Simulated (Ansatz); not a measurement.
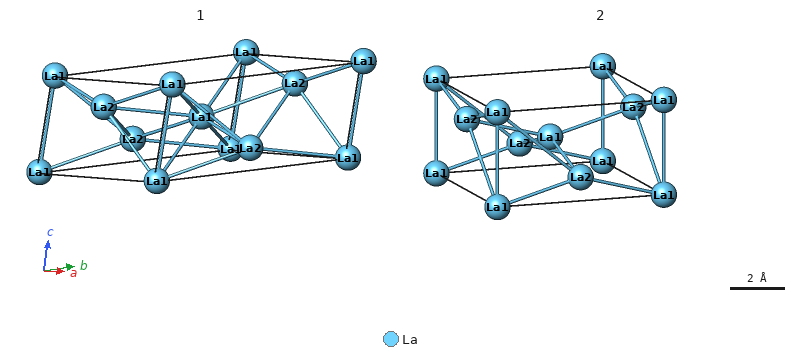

Two geometries of crystalline La (a generated structure, set up in I4_1/amd), drawn at one scale. One is the start of a relaxation, the other its converged end. Style: ball-and-stick. Shown: the conventional cell (2 times the calculation's cell), slightly off an axis. Lengths and directions refer to the drawn axes.

The calculation used DFT, PBE, plane waves (420 eV) with PAW, scalar-relativistic in Ansatz 0.2.0. (plane-wave cutoff 420 eV; k-point mesh 10 × 10 × 7; occupations fermi dirac; smearing width 0.1 eV; no spin polarisation; cell and atoms relaxed; force threshold 0.01 eV/Å; at most 60 steps)

Which of the two is the end point?

Structure 1 is the relaxed one. Phase: beta-Sn type. After 26 accepted moves (30 points after the start) the energy has fallen by 277 meV per atom. Pressure: −1.64 GPa at the start and 0.00 GPa at the end. The line search rejected the trial step at point 18 of the run. The SCF was repeated 3 times at an unchanged geometry on a basis and grid sized afresh for the cell, which shifted the energy by 21.3 meV per atom at most. The largest moves relative to the cell, 0.27 Å, are those of La1 and La2. La1 goes along [−1 1 0]. The volume changes by −4.0 %, with a = b 6.602 → 7.177 Å (+8.7 %), c 3.605 → 3.777 Å (+4.8 %), α 90.0° → 74.8°, β 90.0° → 74.8°, γ 90.0° → 54.2°. Near-neighbour distances that change, for instance: La1–La1 5.004 → 3.778 Å, La1–La2 4.267 → 3.753 Å, La1–La2 (another image) 3.422 → 3.751 Å, La1–La1 (another image) 3.605 → 3.777 Å. New bonds form: La1–La1 (5.00 → 3.78 Å), La2–La2 (5.00 → 3.78 Å). The space group (tolerance 0.01 Å) goes from I4_1/amd (No. 141) to P6_3/mmc (No. 194). Cost: 12 min on 1 thread of Intel(R) Xeon(R) Platinum 8259CL CPU @ 2.50GHz (Skylake/Cascade Lake) (shared host), peak memory 0.72 GiB.
